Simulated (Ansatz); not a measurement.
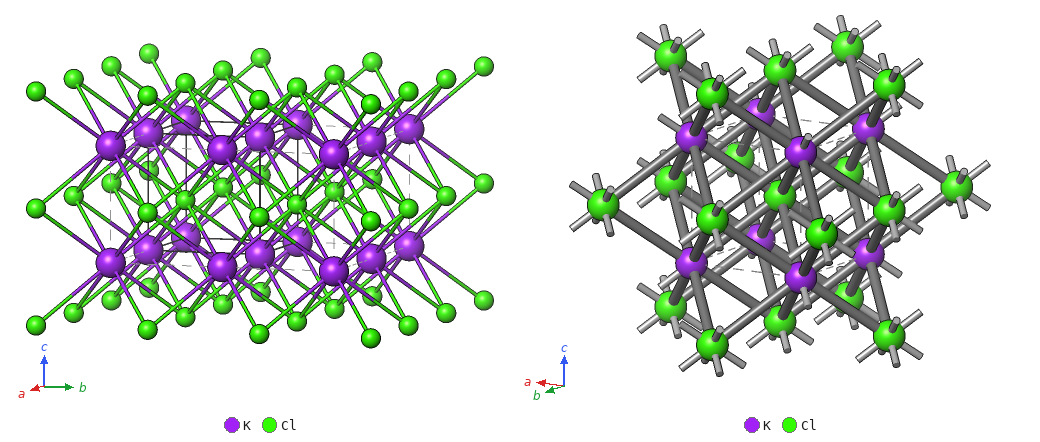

Left: the structure. Right: its underlying net. Nodes are coloured by element. Edges to nodes outside the piece are drawn as stubs.

The compound is KCl (space group Pm-3m, No. 221), taken as a calculation's input that goes back to an entry of the Crystallography Open Database (an earlier step may have relaxed or displaced it).

Bonds are taken as Cl–K below 3.7 Å. Atoms with one bond or none are removed and atoms with two bonds are replaced by edges, until no such atom is left.

The result is a uninodal 8-connected, three-periodic net: K and Cl are 8-connected nodes. It is the bcu net, known from CsCl and the body-centred cubic metals. It is a single net, without interpenetration.

```json
{"node": "K and Cl", "links": "8", "point symbol": "4^24.6^4", "coordination sequence": "8 26 56 98"}
```
